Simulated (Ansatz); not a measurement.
**Geometry relaxation of WSe₂ (part 1 of 3)**

WSe₂ (P-3m1, 12 atoms in the cell), computed with DFT PBE, scalar-relativistic, plane waves, PAW, no spin polarisation (Ansatz 0.2.0).

The structure derives from a Materials Project entry. Figures and captions count atoms from 1; the log counts them from 0 in places.

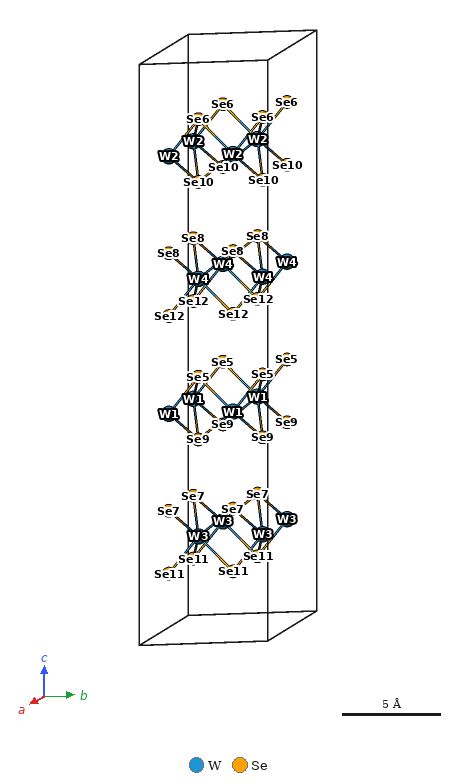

Fig. 1: The starting structure (ball-and-stick view of the 2 × 2 repeat of the cell, with the vacuum cut short, seen slightly off an axis; atoms are numbered from 1 in the order of the input). An atom can appear more than once, as a periodic image.

### Results in brief

```tsv
quantity	value
outcome	converged
space group (tolerance 0.01 Å)	P-3m1 (164)
electrons treated	184
free energy	−85298.6542 eV
Fermi energy	7.338 eV
gap on the k-point mesh	1.51 eV
pressure	0.00 GPa
final volume	370.24 Å³
largest force (length of the vector) at the end	under 0.001 eV/Å
final cell	a = 3.321 Å, b = 3.321 Å, c = 38.770 Å, α = 90.00°, β = 90.00°, γ = 120.00°
hardware	4 threads of Arm Neoverse N1, 24 GiB of memory available, shared host
wall time	5.5 min (CPU time 22 min)
peak memory	1.5 GiB
```

### Remarks

The program warns: the exchange-correlation potential is rough where the density is thin. Spin–orbit coupling is left out, which matters for W.

### Input file
```yaml
crystal:
  lattice:
    - [3.3178488582, 0.0, 0.0]
    - [-1.6589244291, 2.8733413971, 0.0]
    - [0.0, 0.0, 36.41830731]
  atoms:
    - { symbol: W, position: [0.66666667, 0.33333333, 0.90611047] }
    - { symbol: W, position: [0.66666667, 0.33333333, 0.280468] }
    - { symbol: W, position: [0.33333333, 0.66666667, 0.719532] }
    - { symbol: W, position: [0.33333333, 0.66666667, 0.09388953] }
    - { symbol: Se, position: [0.33333333, 0.66666667, 0.95178674] }
    - { symbol: Se, position: [0.33333333, 0.66666667, 0.32610682] }
    - { symbol: Se, position: [0.66666667, 0.33333333, 0.76520455] }
    - { symbol: Se, position: [0.66666667, 0.33333333, 0.1395502] }
    - { symbol: Se, position: [0.33333333, 0.66666667, 0.8604498] }
    - { symbol: Se, position: [0.33333333, 0.66666667, 0.23479545] }
    - { symbol: Se, position: [0.66666667, 0.33333333, 0.67389318] }
    - { symbol: Se, position: [0.66666667, 0.33333333, 0.04821326] }
basis:
  ecutwfc: 420
kpoints:
  mp_grid: { grid: [12, 12, 1] }
hamiltonian:
  xc: pbe
scf:
  occupations: { method: gaussian, width: 0.02 }
output:
  forces: true
  stress: true
  eigenvalues: true
  write_density: true
  write_potential: true
  elf: true
  volumetric_format: npy
relax:
  adjacent_minimum: "off"
  f_tol: 0.005
  max_steps: 80
  cell: { stress_tol: 0.05 }
```

Command:
```bash
ansatz run input.yaml --threads 4 --pin off --max-ram 10240MiB --backend cpu --events-out ev --progress --plain --runs-dir out
```

### Output
```
Engine: ansatz 0.2.0, aarch64-unknown-linux-gnu
Pseudopotentials: kind: paw
Pseudopotential: W, paw, valence charge 14, recommended cutoff 420 eV (normal), W.paw.azcp
Pseudopotential: Se, paw, valence charge 16, recommended cutoff 420 eV (normal), Se.paw.azcp
Functional definition: PBE
  parameter kappa = 0.804
  parameter beta = 0.06672455060314922
  exchange = pbe_x(kappa = kappa, mu = beta*pi^2/3)
  correlation = pbe_c(beta = beta)
Crystal: 12 atoms, lattice volume = 347.187 Å³
Basis set: ecut = 420 eV, 6901 PW (Γ), exchange–correlation on 48×48×500 points (8 copies of the dense FFT grid, shifted against one another)
Bands: 111, of which v1, the nominal top of the filled ones, is band 92 counted from 1 (91 counted from 0)
Symmetry: 12 space group operations
Space group: P-3m1 (ITA 164), of the structure as read, at distance tolerance 7.0e-5 Å
k-points: 19 of 144
Non-local potential: W, projectors of the file, l = 0: 3, l = 1: 2, l = 2: 2, l = 3: 1
Non-local potential: Se, projectors of the file, l = 0: 2, l = 1: 2, l = 2: 3, l = 3: 1
PAW form: soft (Blöchl's): semilocal exchange-correlation on the pseudo side does not see the compensation charge
PAW one-centre angular grid: W, 590 points (default); XC on 64 Gauss nodes
PAW one-centre angular grid: Se, 590 points (default); XC on 64 Gauss nodes
Initial density: superposition of atomic densities (neutral atoms: chi_scale 0, normalization atom), corrected by the library's trained network
Initial wavefunctions: pseudopotential atomic-orbital guess
Functional: x = pbe(κ = 0.804, μ = 0.2195149727645171), c = pbe(β = 0.06672455060314922)
SCF iter   1: F=—  HF=-85298.581860 eV  |F-HF|=—  |Δ(HF+E_count)|=         —  Δρ=3.84e-3  dr2=6.75e-2  ethr=1.77e-3  ⟨swp⟩=7.5  Hψ=7809  notcnv=0  defer=32
preconditioner: auto → Resta (q_TF=auto, 2.454 Å⁻¹)  ε∞=4.8  [insulator: Δε(μ)=1.252 eV  Ē_g=8.691 eV  σ=0.020 eV  W_gap=1.00  n_scr=106 (ndim 8)  ℏωp=16.9 eV  f_vac=0.302  D(μ)=0.00/eV (n_scr^D=0)  ε∞_Penn≈4.8  vacuum switching on, ρ_ref=5.5e-3 e/Å³]
SCF iter   2: F=—  HF=-85298.589391 eV  |F-HF|=—  |Δ(HF+E_count)|=   7.53e-3  Δρ=2.19e-3  dr2=1.20e-2  ethr=3.67e-5  ⟨swp⟩=2.8  Hψ=3342  notcnv=0  defer=234
SCF iter   3: F=—  HF=-85298.594314 eV  |F-HF|=—  |Δ(HF+E_count)|=   4.92e-3  Δρ=1.28e-3  dr2=2.76e-3  ethr=6.52e-6  ⟨swp⟩=2.2  Hψ=2485  notcnv=0  defer=234
SCF iter   4: F=—  HF=-85298.596971 eV  |F-HF|=—  |Δ(HF+E_count)|=   2.66e-3  Δρ=5.44e-4  dr2=5.19e-4  ethr=1.50e-6  ⟨swp⟩=2.1  Hψ=2824  notcnv=0  defer=234
SCF iter   5: F=—  HF=-85298.597483 eV  |F-HF|=—  |Δ(HF+E_count)|=   5.12e-4  Δρ=1.29e-4  dr2=4.13e-5  ethr=2.82e-7  ⟨swp⟩=2.0  Hψ=3014  notcnv=0  defer=234
SCF iter   6: F=—  HF=-85298.597150 eV  |F-HF|=—  |Δ(HF+E_count)|=   3.33e-4  Δρ=3.51e-5  dr2=1.14e-5  ethr=2.25e-8  ⟨swp⟩=2.1  Hψ=3567  notcnv=0  defer=234
SCF iter   7: F=—  HF=-85298.597154 eV  |F-HF|=—  |Δ(HF+E_count)|=   3.25e-6  Δρ=1.16e-5  dr2=1.30e-6  ethr=6.21e-9  ⟨swp⟩=2.0  Hψ=2434  notcnv=0  defer=234
SCF iter   8: F=—  HF=-85298.597154 eV  |F-HF|=—  |Δ(HF+E_count)|=   4.77e-7  Δρ=6.48e-6  dr2=7.89e-7  ethr=7.06e-10  ⟨swp⟩=2.5  Hψ=2610  notcnv=0  defer=234
SCF iter   9: F=-85298.597154 eV  HF=-85298.597154 eV  |F-HF|=6.56e-9  |Δ(HF+E_count)|=   2.02e-8  Δρ=2.41e-6  dr2=3.48e-8  ethr=5.43e-11  ⟨swp⟩=16.5  Hψ=17375  notcnv=0
SCF 1 converged in 9 iterations: F = -85298.597154 eV  dr2 = 3.48e-8
  greatest PAW one-centre occupation: 1.000 electrons in one spin orbital (limit 2), on the Se atom at site 8 (counted from 0), in its partial waves of l = 2
relax step   1: F+E_penalty+E_count = -85298.59715421 eV  Δ(F+E_penalty+E_count) = +0.000e0 eV  max|allowed force component| = 2.936e-1 eV/Å  Δτ_max = 0.0000 Å  P = +1.257 GPa  Ω = 347.187 Å³  (9 SCF iters, dr2 threshold 1.00e-7 eV, accepted)
Crystal: 12 atoms, lattice volume = 354.952 Å³
Basis set: ecut = 420 eV, 7049 PW (Γ), exchange–correlation on 48×48×500 points (8 copies of the dense FFT grid, shifted against one another)
Initial density: handed on by an earlier stage of this run
Initial wavefunctions: those handed on with the density
iter 1 solved again at ethr=1.97e-4 eV; its pass at ethr=3.10e-3 eV (dr2=3.62e-1 eV) is discarded
SCF iter   1: F=—  HF=-85298.647586 eV  |F-HF|=—  |Δ(HF+E_count)|=         —  Δρ=1.01e-2  dr2=3.62e-1  ethr=1.97e-4  ⟨swp⟩=3.1  Hψ=10557  notcnv=0
preconditioner: auto → Resta (q_TF=auto, 2.445 Å⁻¹)  ε∞=4.8  [insulator: Δε(μ)=1.334 eV  Ē_g=8.567 eV  σ=0.020 eV  W_gap=1.00  n_scr=106 (ndim 8)  ℏωp=16.7 eV  f_vac=0.321  D(μ)=0.00/eV (n_scr^D=0)  ε∞_Penn≈4.8  vacuum switching on, ρ_ref=5.3e-3 e/Å³]
SCF iter   2: F=—  HF=-85298.619153 eV  |F-HF|=—  |Δ(HF+E_count)|=   2.84e-2  Δρ=5.11e-3  dr2=8.23e-2  ethr=1.97e-4  ⟨swp⟩=3.7  Hψ=3045  notcnv=0  defer=5
SCF iter   3: F=—  HF=-85298.615283 eV  |F-HF|=—  |Δ(HF+E_count)|=   3.87e-3  Δρ=2.87e-3  dr2=2.89e-2  ethr=4.47e-5  ⟨swp⟩=3.6  Hψ=3058  notcnv=0  defer=81
SCF iter   4: F=—  HF=-85298.614887 eV  |F-HF|=—  |Δ(HF+E_count)|=   3.96e-4  Δρ=4.16e-4  dr2=1.16e-3  ethr=1.57e-5  ⟨swp⟩=2.0  Hψ=2852  notcnv=0  defer=146
SCF iter   5: F=—  HF=-85298.614546 eV  |F-HF|=—  |Δ(HF+E_count)|=   3.41e-4  Δρ=2.26e-4  dr2=4.71e-4  ethr=6.28e-7  ⟨swp⟩=2.5  Hψ=3640  notcnv=0  defer=153
SCF iter   6: F=—  HF=-85298.614546 eV  |F-HF|=—  |Δ(HF+E_count)|=   3.56e-7  Δρ=7.06e-5  dr2=5.86e-5  ethr=2.56e-7  ⟨swp⟩=2.1  Hψ=2530  notcnv=0  defer=153
SCF iter   7: F=—  HF=-85298.614544 eV  |F-HF|=—  |Δ(HF+E_count)|=   1.68e-6  Δρ=3.57e-5  dr2=1.29e-5  ethr=3.18e-8  ⟨swp⟩=2.2  Hψ=3355  notcnv=0  defer=153
SCF iter   8: F=—  HF=-85298.614550 eV  |F-HF|=—  |Δ(HF+E_count)|=   5.96e-6  Δρ=1.37e-5  dr2=3.75e-6  ethr=6.99e-9  ⟨swp⟩=2.1  Hψ=2532  notcnv=0  defer=153
iter 9 did not close the SCF: its close was put off until two iterations running show no level that it waits for move by more than its bar (scf_convergence_deferred on its scf_iter line)
SCF iter   9: F=-85298.614550 eV  HF=-85298.614550 eV  |F-HF|=3.85e-7  |Δ(HF+E_count)|=   1.15e-7  Δρ=5.99e-6  dr2=6.22e-7  ethr=6.52e-10  ⟨swp⟩=17.9  Hψ=21560  notcnv=0
iter 10 did not close the SCF: its close was put off until two iterations running show no level that it waits for move by more than its bar (scf_convergence_deferred on its scf_iter line)
SCF iter  10: F=-85298.614550 eV  HF=-85298.614550 eV  |F-HF|=9.46e-10  |Δ(HF+E_count)|=   6.54e-8  Δρ=2.34e-6  dr2=5.15e-8  ethr=3.38e-10  ⟨swp⟩=9.4  Hψ=14557  notcnv=0
SCF iter  11: F=-85298.614550 eV  HF=-85298.614550 eV  |F-HF|=1.16e-8  |Δ(HF+E_count)|=   3.20e-8  Δρ=1.02e-6  dr2=1.36e-8  ethr=2.80e-11  ⟨swp⟩=8.3  Hψ=14284  notcnv=0
SCF 2 converged in 11 iterations: F = -85298.614550 eV  dr2 = 1.36e-8
[... from here on the iterations of each SCF are left out, up to the last one ...]
relax step   2: F+E_penalty+E_count = -85298.61455005 eV  Δ(F+E_penalty+E_count) = -1.740e-2 eV  max|allowed force component| = 3.365e-1 eV/Å  Δτ_max = 0.1831 Å  P = -0.953 GPa  Ω = 354.952 Å³  energy of the carried Pulay correction = -9.690e-4 eV  (11 SCF iters, dr2 threshold 1.20e-6 eV, accepted)
Crystal: 12 atoms, lattice volume = 359.816 Å³
Basis set: ecut = 420 eV, 7121 PW (Γ), exchange–correlation on 48×48×500 points (8 copies of the dense FFT grid, shifted against one another)
preconditioner: auto → Resta (q_TF=auto, 2.440 Å⁻¹)  ε∞=4.7  [insulator: Δε(μ)=1.445 eV  Ē_g=8.585 eV  σ=0.020 eV  W_gap=1.00  n_scr=106 (ndim 8)  ℏωp=16.6 eV  f_vac=0.335  D(μ)=0.00/eV (n_scr^D=0)  ε∞_Penn≈4.7  vacuum switching on, ρ_ref=5.3e-3 e/Å³]
SCF 3 converged in 8 iterations: F = -85298.641396 eV  dr2 = 1.52e-7
relax step   3: F+E_penalty+E_count = -85298.64139574 eV  Δ(F+E_penalty+E_count) = -2.685e-2 eV  max|allowed force component| = 2.948e-2 eV/Å  Δτ_max = 0.0769 Å  P = -0.304 GPa  Ω = 359.816 Å³  energy of the carried Pulay correction = -1.565e-3 eV  (8 SCF iters, dr2 threshold 1.20e-6 eV, accepted)
Crystal: 12 atoms, lattice volume = 359.970 Å³
Basis set: ecut = 420 eV, 7123 PW (Γ), exchange–correlation on 48×48×500 points (8 copies of the dense FFT grid, shifted against one another)
preconditioner: auto → Resta (q_TF=auto, 2.440 Å⁻¹)  ε∞=4.7  [insulator: Δε(μ)=1.461 eV  Ē_g=8.625 eV  σ=0.020 eV  W_gap=1.00  n_scr=106 (ndim 8)  ℏωp=16.6 eV  f_vac=0.339  D(μ)=0.00/eV (n_scr^D=0)  ε∞_Penn≈4.7  vacuum switching on, ρ_ref=5.4e-3 e/Å³]
SCF 4 converged in 10 iterations: F = -85298.647409 eV  dr2 = 1.30e-8
relax step   4: F+E_penalty+E_count = -85298.64740858 eV  Δ(F+E_penalty+E_count) = -6.013e-3 eV  max|allowed force component| = 3.192e-2 eV/Å  Δτ_max = 0.0609 Å  P = +0.179 GPa  Ω = 359.970 Å³  energy of the carried Pulay correction = -1.584e-3 eV  (10 SCF iters, dr2 threshold 5.38e-7 eV, accepted)
Crystal: 12 atoms, lattice volume = 362.446 Å³
Basis set: ecut = 420 eV, 7183 PW (Γ), exchange–correlation on 48×48×500 points (8 copies of the dense FFT grid, shifted against one another)
preconditioner: auto → Resta (q_TF=auto, 2.437 Å⁻¹)  ε∞=4.7  [insulator: Δε(μ)=1.469 eV  Ē_g=8.622 eV  σ=0.020 eV  W_gap=1.00  n_scr=106 (ndim 8)  ℏωp=16.6 eV  f_vac=0.344  D(μ)=0.00/eV (n_scr^D=0)  ε∞_Penn≈4.7  vacuum switching on, ρ_ref=5.4e-3 e/Å³]
SCF 5 converged in 11 iterations: F = -85298.649575 eV  dr2 = 1.40e-9
relax step   5: F+E_penalty+E_count = -85298.64957455 eV  Δ(F+E_penalty+E_count) = -2.166e-3 eV  max|allowed force component| = 2.192e-2 eV/Å  Δτ_max = 0.0669 Å  P = +0.130 GPa  Ω = 362.446 Å³  energy of the carried Pulay correction = -1.884e-3 eV  (11 SCF iters, dr2 threshold 1.83e-7 eV, accepted)
Crystal: 12 atoms, lattice volume = 366.950 Å³
Basis set: ecut = 420 eV, 7293 PW (Γ), exchange–correlation on 48×48×500 points (8 copies of the dense FFT grid, shifted against one another)
preconditioner: auto → Resta (q_TF=auto, 2.432 Å⁻¹)  ε∞=4.6  [insulator: Δε(μ)=1.497 eV  Ē_g=8.612 eV  σ=0.020 eV  W_gap=1.00  n_scr=106 (ndim 8)  ℏωp=16.4 eV  f_vac=0.353  D(μ)=0.00/eV (n_scr^D=0)  ε∞_Penn≈4.6  vacuum switching on, ρ_ref=5.4e-3 e/Å³]
SCF 6 converged in 12 iterations: F = -85298.651214 eV  dr2 = 5.08e-9
relax step   6: F+E_penalty+E_count = -85298.65121407 eV  Δ(F+E_penalty+E_count) = -1.640e-3 eV  max|allowed force component| = 7.328e-3 eV/Å  Δτ_max = 0.1183 Å  P = +0.031 GPa  Ω = 366.950 Å³  energy of the carried Pulay correction = -2.425e-3 eV  (12 SCF iters, dr2 threshold 7.30e-8 eV, accepted)
Crystal: 12 atoms, lattice volume = 369.093 Å³
Basis set: ecut = 420 eV, 7317 PW (Γ), exchange–correlation on 48×48×500 points (8 copies of the dense FFT grid, shifted against one another)
preconditioner: auto → Resta (q_TF=auto, 2.429 Å⁻¹)  ε∞=4.6  [insulator: Δε(μ)=1.507 eV  Ē_g=8.611 eV  σ=0.020 eV  W_gap=1.00  n_scr=106 (ndim 8)  ℏωp=16.4 eV  f_vac=0.356  D(μ)=0.00/eV (n_scr^D=0)  ε∞_Penn≈4.6  vacuum switching on, ρ_ref=5.4e-3 e/Å³]
SCF 7 converged in 12 iterations: F = -85298.651325 eV  dr2 = 5.01e-10
relax step   7: F+E_penalty+E_count = -85298.65132462 eV  Δ(F+E_penalty+E_count) = -1.106e-4 eV  max|allowed force component| = 2.750e-3 eV/Å  Δτ_max = 0.0609 Å  P = +0.010 GPa  Ω = 369.093 Å³  energy of the carried Pulay correction = -2.680e-3 eV  (12 SCF iters, dr2 threshold 7.30e-9 eV, accepted)
Crystal: 12 atoms, lattice volume = 370.067 Å³
Basis set: ecut = 420 eV, 7341 PW (Γ), exchange–correlation on 48×48×500 points (8 copies of the dense FFT grid, shifted against one another)
preconditioner: auto → Resta (q_TF=auto, 2.428 Å⁻¹)  ε∞=4.6  [insulator: Δε(μ)=1.511 eV  Ē_g=8.611 eV  σ=0.020 eV  W_gap=1.00  n_scr=106 (ndim 8)  ℏωp=16.4 eV  f_vac=0.357  D(μ)=0.00/eV (n_scr^D=0)  ε∞_Penn≈4.6  vacuum switching on, ρ_ref=5.4e-3 e/Å³]
SCF 8 converged in 13 iterations: F = -85298.651260 eV  dr2 = 5.28e-12
relax step   8: F+E_penalty+E_count = -85298.65125980 eV  Δ(F+E_penalty+E_count) = +6.482e-5 eV  max|allowed force component| = 4.146e-4 eV/Å  Δτ_max = 0.0294 Å  P = +0.001 GPa  Ω = 370.067 Å³  energy of the carried Pulay correction = -2.795e-3 eV  (13 SCF iters, accepted)
Crystal: 12 atoms, lattice volume = 370.238 Å³
preconditioner: auto → Resta (q_TF=auto, 2.428 Å⁻¹)  ε∞=4.6  [insulator: Δε(μ)=1.511 eV  Ē_g=8.612 eV  σ=0.020 eV  W_gap=1.00  n_scr=106 (ndim 8)  ℏωp=16.4 eV  f_vac=0.357  D(μ)=0.00/eV (n_scr^D=0)  ε∞_Penn≈4.6  vacuum switching on, ρ_ref=5.4e-3 e/Å³]
SCF 9 converged in 11 iterations: F = -85298.651242 eV  dr2 = 2.30e-11
relax step   9: F+E_penalty+E_count = -85298.65124198 eV  Δ(F+E_penalty+E_count) = +1.782e-5 eV  max|allowed force component| = 9.182e-5 eV/Å  Δτ_max = 0.0067 Å  P = -0.001 GPa  Ω = 370.238 Å³  energy of the carried Pulay correction = -2.815e-3 eV  (11 SCF iters, accepted)
Basis set: ecut = 420 eV, 7341 PW (Γ), exchange–correlation on 48×48×540 points (8 copies of the dense FFT grid, shifted against one another)
Initial wavefunctions: pseudopotential atomic-orbital guess (no wavefunctions were taken with the density)
iter 1 solved again at ethr=1.34e-7 eV; its pass at ethr=3.10e-3 eV (dr2=2.47e-4 eV) is discarded
```
